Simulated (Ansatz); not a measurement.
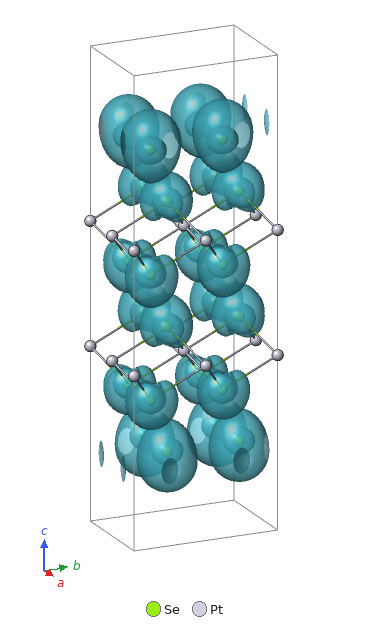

PtSe₃ (slab). Isosurface of the ELF at 0.7 (cyan), seen slightly off an axis. Only the valence region is drawn (cores and ρ < 0.01 e/Å³ removed). Sticks mark near contacts.

Not relaxed (largest force 0.9 eV/Å).

These are results of DFT PBEsol, scalar-relativistic, plane waves, PAW in Ansatz 0.2.0, not measurements.

In a PAW calculation such maps are meaningful between the atoms, not at the nuclei.

Input file:

```
crystal:
  lattice:
    - [3.7607249001, 0.0, 0.0]
    - [-1.88036245, 3.2568833001, 0.0]
    - [0.0, 0.0, 27.0544396188]
  atoms:
    - { symbol: Se, position: [0.3333333333, 0.6666666667, 0.2772188264] }
    - { symbol: Se, position: [0.6666666667, 0.3333333333, 0.3632608596] }
    - { symbol: Pt, position: [0.0, 0.0, 0.4101199215] }
    - { symbol: Se, position: [0.3333333333, 0.6666666667, 0.4569789834] }
    - { symbol: Se, position: [0.6666666667, 0.3333333333, 0.5430210166] }
    - { symbol: Pt, position: [0.0, 0.0, 0.5898800785] }
    - { symbol: Se, position: [0.3333333333, 0.6666666667, 0.6367391404] }
    - { symbol: Se, position: [0.6666666667, 0.3333333333, 0.7227811736] }
basis:
  ecutwfc: 420
kpoints:
  mp_grid: { grid: [9, 9, 1] }
hamiltonian:
  xc: pbesol
scf:
  occupations: { method: gaussian, width: 0.1 }
output:
  forces: true
  stress: true
  eigenvalues: true
  write_density: true
  write_potential: true
  elf: true
  volumetric_format: npy
efield:
  axis: 3
  dipole_correction: true
  ramp_width: 0.04
```

Run with:

```sh
ansatz run input.yaml --threads 1 --pin off --max-ram 2560MiB --backend cpu --events-out ev --progress --plain --runs-dir out
```

Identify the bonds, lone pairs and shells in this picture.

At this value the surface marks out six regions wrapped around Se (the valence shell of each), counted in one cell of 8 atoms. Counts are for one cell; the picture repeats the cell along the surface.

Values along the shortest contacts:
Pt–Se (2.51 Å): the ELF is about 0.45 at the midpoint.

Does the calculation give a band gap?

It is gapless in this calculation (a metal or semimetal).
